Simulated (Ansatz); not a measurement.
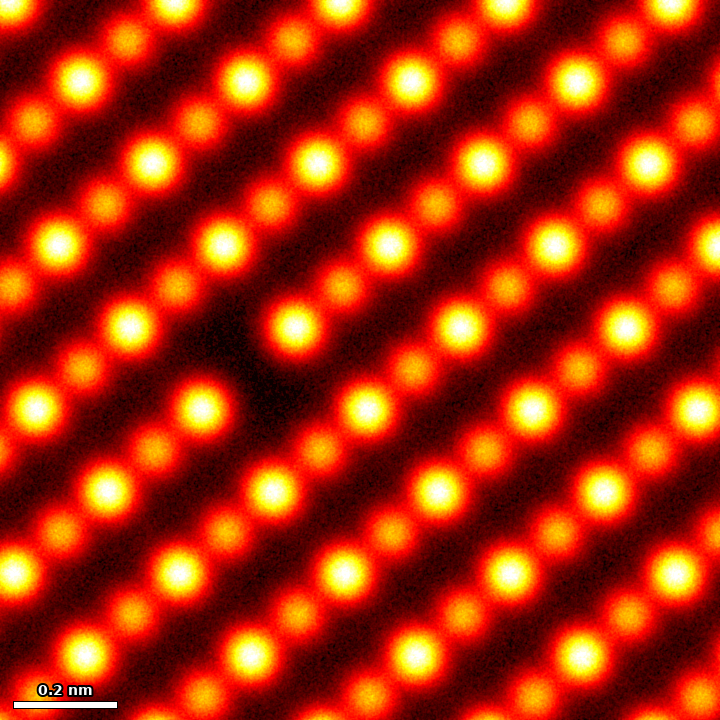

Z-contrast image of Fe (P6/mmm, No. 191) along [210]. Simulated incoherent Z contrast: every atom adds Z^1.7 spread by a probe of 0.74 Å full width; channelling and multiple scattering are left out. The probe carries 25 % of its weight in a tail 2.5 times as wide. The display is stretched by a gamma of 0.65; percentages refer to the linear signal. Shot noise was added.

The sample is 1 repeat (7.3 Å) thick. One point defect was put into the perfect crystal, without relaxing the atoms around it. Brightness is counted from the darkest point of the image. Host structure: coordinates from a relaxation with DFT, RPBE, plane waves (420 eV) with PAW, scalar-relativistic in Ansatz 0.2.0; the starting structure was generated, so it need not be a known form of this composition.

Where is the defect (in Å from the left and the top edge), and what does its contrast suggest?

Answer. At about 5 Å from the left and 7 Å from the top. The column has all but vanished there, which points to a vacancy or a much lighter atom. The column holds 1 atom (Fe) through the sample, and one Fe atom is missing, so its peak vanishes.
